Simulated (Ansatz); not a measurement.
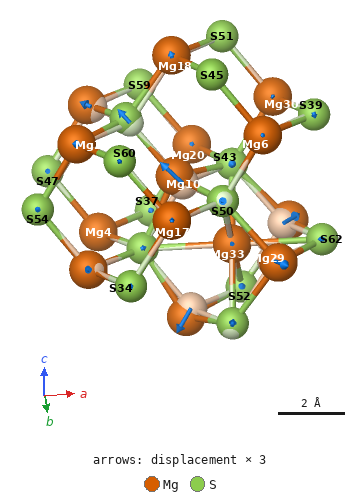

This is a relaxation of a defect cell of composition Mg33S32. The starting structure is drawn faded, the final one solid; blue arrows show the displacements, magnified 3 times.

The picture is a ball-and-stick view of the atoms within 5.0 Å of the atom that moves most (axes of the cell of the calculation (origin shifted)), seen from a free direction.

Computed with DFT, PBEsol, PAW, plane waves in Ansatz. Settings: plane-wave cutoff 420 eV; k-point mesh 1 × 1 × 1; mesh shifted by (0.25, 0.25, 0.25); collinear spin; atoms relaxed in a fixed cell; force threshold 0.03 eV/Å; at most 80 steps.

> Describe the change and its energy.

The atom that moves furthest is a Mg atom (0.33 Å along [−3 −3 2]). By element the largest moves are Mg 0.33 Å, S 0.24 Å. The cell doesn't change. Among the contacts that change: Mg–Mg 2.403 → 2.745 Å, Mg–Mg 2.425 → 2.745 Å, Mg–Mg 2.473 → 2.728 Å, Mg–S 2.483 → 2.345 Å. Among the angles between lasting bonds that change: Mg–S–Mg 108.4° → 125.4°, Mg–S–Mg 109.7° → 125.4°, Mg–S–Mg 109.2° → 124.5°. Over 5 accepted moves (6 points after the start) the energy falls by 1.457 eV per cell of the calculation. The largest force component goes from 1.4 to 0.015 eV/Å. The line search rejected the trial step at point 3 of the run. The program noted that the starting moments weren't kept. Cost: 13 s on 1 × NVIDIA GB300 Max-Q with 8 threads of Arm Neoverse-V2, peak memory 2.1 GiB.
